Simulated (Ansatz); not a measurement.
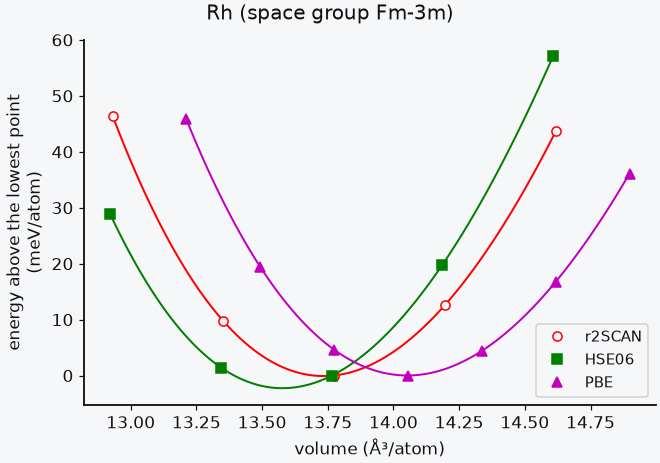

The figure shows the energy above the lowest point against volume, with one curve for each functional, for Rh (space group Fm-3m).

How it was computed, with Ansatz 0.2.0 development build: equation of state of a cubic crystal from periodic Kohn-Sham density functional theory without spin, third-order Birch-Murnaghan fit to the free energies; pressure corrected for the finite basis.

- structure type: fcc
- atoms in cell: 1
- space group number: 225
- lattice centring: face-centred primitive
- occupation method: Fermi–Dirac
- datasets: soft-1 PAW
- density tolerance: 1e−07 eV
- bands: 13
- density cutoff ratio: 4
- search for lower states: default

Settings that differ: r2SCAN: wave cutoff 500 eV, k mesh 15×15×15, occupation width 0.1 eV; HSE06: wave cutoff 420 eV, k mesh 6×6×6, exchange singularity Wigner-Seitz, occupation width 0.1 eV; PBE: wave cutoff 420 eV, k mesh 25×25×25, occupation width 0.0612 eV.

Order the curves by fitted equilibrium volume, smallest first.

HSE06 13.58, r2SCAN 13.73, PBE 14.05 Å³/atom.

Keep in mind: coarse k-mesh, values are not converged in k (HSE06); modest k-mesh, values are not fully converged in k (r2SCAN).
